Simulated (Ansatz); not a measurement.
**C₉O (slab): density, localisation and related maps**

```yaml
crystal:
  lattice:
    - [2.46498, 0.00000, 0.00000]
    - [-1.23249, 2.13474, 0.00000]
    - [0.00000, 0.00000, 30.25765]
  atoms:
    - { symbol: C, position: [0.00000, 0.00000, 0.28092] }
    - { symbol: C, position: [0.66667, 0.33333, 0.28092] }
    - { symbol: C, position: [0.00000, 0.00000, 0.39227] }
    - { symbol: C, position: [0.33333, 0.66667, 0.39227] }
    - { symbol: C, position: [0.97712, 0.95425, 0.50359] }
    - { symbol: C, position: [0.64379, 0.28757, 0.50359] }
    - { symbol: C, position: [0.97614, 0.95228, 0.61545] }
    - { symbol: C, position: [0.30954, 0.61907, 0.61546] }
    - { symbol: C, position: [0.13212, 0.26425, 0.72769] }
    - { symbol: O, position: [0.13223, 0.26447, 0.76517] }
```

Level of theory: DFT PBE+D3(BJ), scalar-relativistic, plane waves, PAW in Ansatz 0.2.0.

Core electrons are frozen (PAW), and the valence fields are smoothed inside the atomic spheres.

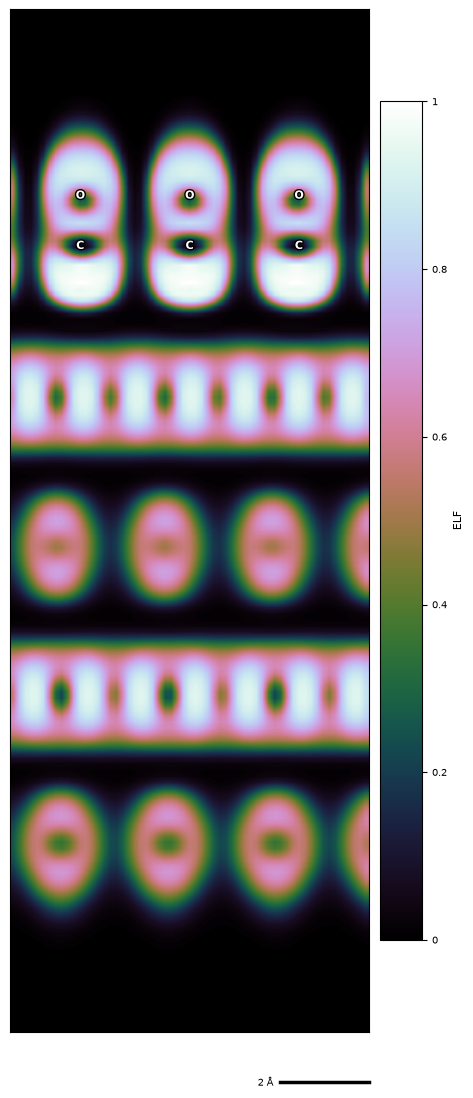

Figure 1. Electron localisation function on the (11̄0) plane of the calculation cell, a cut from vacuum to vacuum.

Question: What does the map show?

Answer: Atoms in the plane: C and O. Atoms just off the plane (C, 0.3 Å away) can leave unmarked features too. C–O (1.13 Å): the ELF peaks at about 0.85 between the atoms. The ELF also peaks beside O, away from the bonds: lone-pair regions.

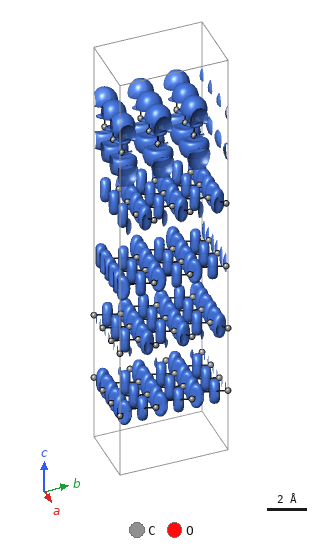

Figure 2. Isosurface of the ELF at 0.8 (blue), seen slightly off an axis. Core shells and regions of very low density are left out. Sticks mark near contacts.

Question: What do the ELF domains correspond to?

Answer: The ELF exceeds this value in twelve regions between bonded C–C atoms, one region between bonded C–O atoms, one lobe on C, pointing away from the bonds (lone pairs) and one lobe on O, pointing away from the bonds (lone pairs, which may merge into one lobe), counted in one cell of 10 atoms. Counts are for one cell; the picture repeats the cell along the surface. Profiles from the grid: C–C (1.42 Å): the ELF peaks at about 0.95 between the atoms.

Question: Metal or insulator at this level of theory?

Answer: It is gapless in this calculation (a metal or semimetal).
